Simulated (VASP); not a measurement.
**Si (slab): density, localisation and related maps**

```yaml
crystal:
  lattice:
    - [7.67511, 0.00000, 0.00000]
    - [0.00000, 3.83755, 0.00000]
    - [0.00000, 0.00000, 14.27034]
  atoms:
    - { symbol: Si, position: [0.59500, 0.50000, 0.39242] }
    - { symbol: Si, position: [0.25000, 0.00000, 0.54754] }
    - { symbol: Si, position: [0.00000, 0.00000, 0.45246] }
    - { symbol: Si, position: [0.34500, 0.50000, 0.64962] }
    - { symbol: Si, position: [0.90500, 0.50000, 0.35038] }
    - { symbol: Si, position: [0.75000, 0.00000, 0.54754] }
    - { symbol: Si, position: [0.50000, 0.00000, 0.45246] }
    - { symbol: Si, position: [0.65500, 0.50000, 0.60758] }
```

Not relaxed (largest force 1.9 eV/Å).

The calculation used VASP 6.6.1, Kohn-Sham DFT of a periodic cell, LDA, VASP PAW LDA potentials, recommended.

The density is the valence pseudo-density of a PAW calculation; it isn't the true density close to the nuclei.

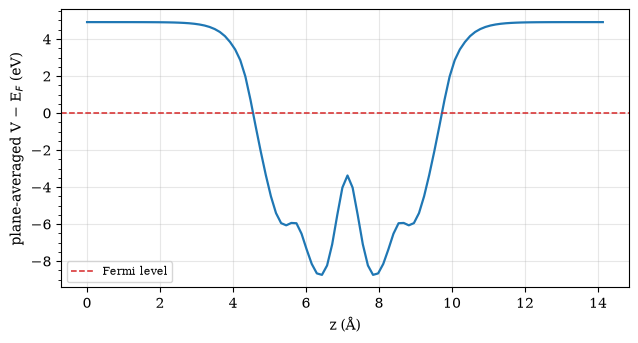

Figure 1. Plane average of the electrostatic potential energy of an electron across the slab.

### How far above the Fermi level of the calculation is the vacuum level?

4.9 eV.

### What are the slab's thickness and the vacuum gap?

The outermost nuclei are 4.3 Å apart, in 6 atomic planes; the vacuum between periodic images is 10.0 Å wide.

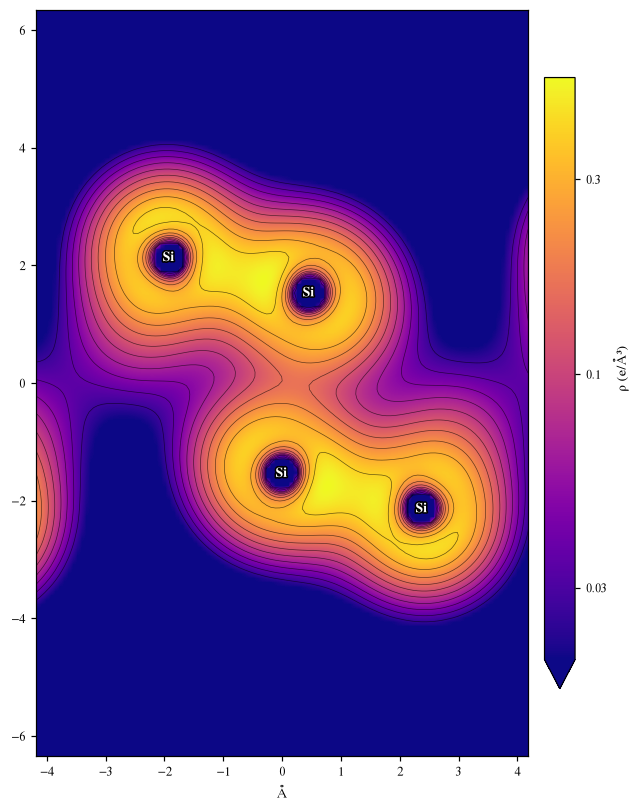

Figure 2. Valence charge density (pseudo) on the (010) plane of the calculation cell, a cut from vacuum to vacuum.

### Interpret the plot.

The section cuts through Si sites.
Si–Si (2.45 Å): ρ at the midpoint is about 0.47 e/Å³.
The density dies away to nearly zero in the vacuum.
